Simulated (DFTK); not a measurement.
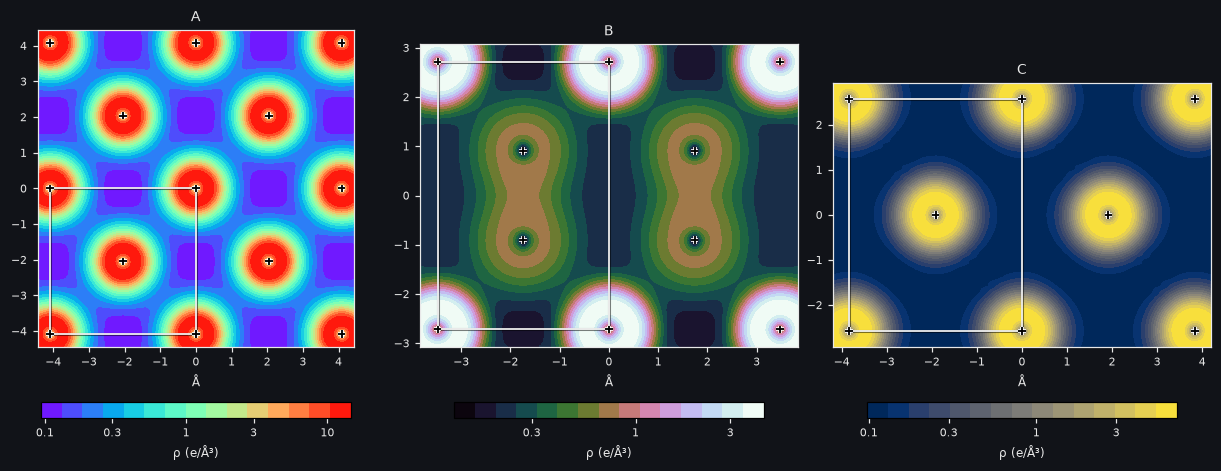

The valence electron density of 3 systems, each on a plane through atoms (crosses mark nuclei in the plane).

Computed with DFTK 0.8.2, Kohn-Sham DFT of a periodic cell, PBE, dojo.nc.sr.PBE.v0_4_1.standard.upf.

System 1: HfB$_{2}$, the (110) plane of the conventional cell. Space group P6/mmm.

```
Hf B
1.0
     3.14000    0.00000    0.00000
    -1.57000    2.71932    0.00000
     0.00000    0.00000    3.48000
Hf B
1 2
Direct
  0.00000 0.00000 0.00000
  0.66667 0.33333 0.50000
  0.33333 0.66667 0.50000
```

System 2: Ag, the (100) plane of the conventional cell. Space group Fm-3m; computed pressure about 4 GPa in this cell.

```yaml
crystal:
  lattice:
    - [4.08550, 0.00000, 0.00000]
    - [0.00000, 4.08550, 0.00000]
    - [0.00000, 0.00000, 4.08550]
  atoms:
    - { symbol: Ag, position: [0.00000, 0.00000, 0.00000] }
    - { symbol: Ag, position: [0.50000, 0.50000, 0.00000] }
    - { symbol: Ag, position: [0.50000, 0.00000, 0.50000] }
    - { symbol: Ag, position: [0.00000, 0.50000, 0.50000] }
```

System 3: Sc, the (011̄) plane of the conventional cell. Space group I4/mmm; a structure from a database of computed crystals, not necessarily the ambient phase.

```yaml
crystal:
  lattice:
    - [3.83441, 0.00000, 0.00000]
    - [0.00000, 3.83441, 0.00000]
    - [0.00000, 0.00000, 3.43521]
  atoms:
    - { symbol: Sc, position: [0.00000, 0.00000, 0.00000] }
    - { symbol: Sc, position: [0.50000, 0.50000, 0.50000] }
```

Match each panel to its system.

Answer. Panel A is system 2, Ag: the plane holds Ag. Ag–Ag (2.89 Å): ρ at the midpoint is about 0.22 e/Å³. Panel B is system 1, HfB$_{2}$: the plane holds Hf and B. B–B (1.81 Å): the density is about 0.74 e/Å³ at the midpoint. Panel C is system 3, Sc: the plane holds Sc. Sc–Sc (3.21 Å): ρ is about 0.1 e/Å³ halfway.
